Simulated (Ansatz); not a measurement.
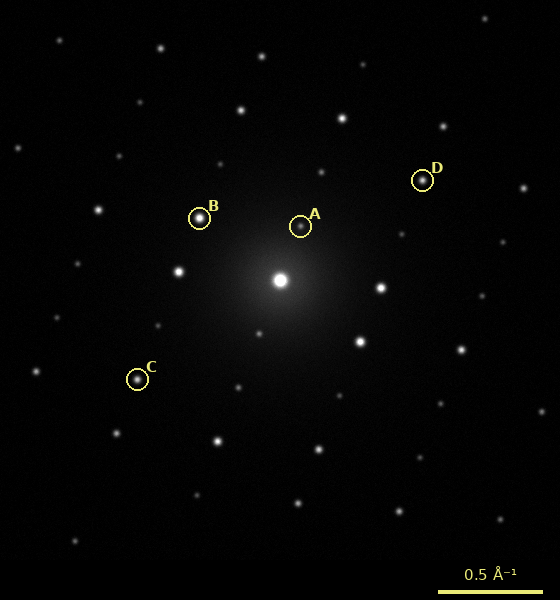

Computed electron diffraction pattern, 100 kV, single scattering only, B = 0.5 Å². The zone axis points towards the electron source and the pattern is seen from the source side.

The sample is CoSi2, space group P6/mmm (No. 191), a = 4.15 Å, c = 2.49 Å (hexagonal axes). Structure: the end point of a relaxation at fixed volume with Ansatz 0.2.0, DFT PBEsol, scalar-relativistic, plane waves, PAW; the starting structure was generated, so it need not be a known form of this composition.

Spot A is indexed 0 -1 0 and spot B 1 -1 -1.

Question: Give hkl for C, D.

Answer: C = −3A + B = 1 2 -1 (d = 1.192 Å). D = 3A − B = -1 -2 1 (d = 1.192 Å).

Question: Which zone axis is this?

Answer: The cross product of A and B is parallel to [101]; every spot obeys hu + kv + lw = 0.

Question: What are the spacings of A and B and the angle between them?

Answer: d(A) = 3.595 Å, d(B) = 2.044 Å, and the angle is 73.5°.
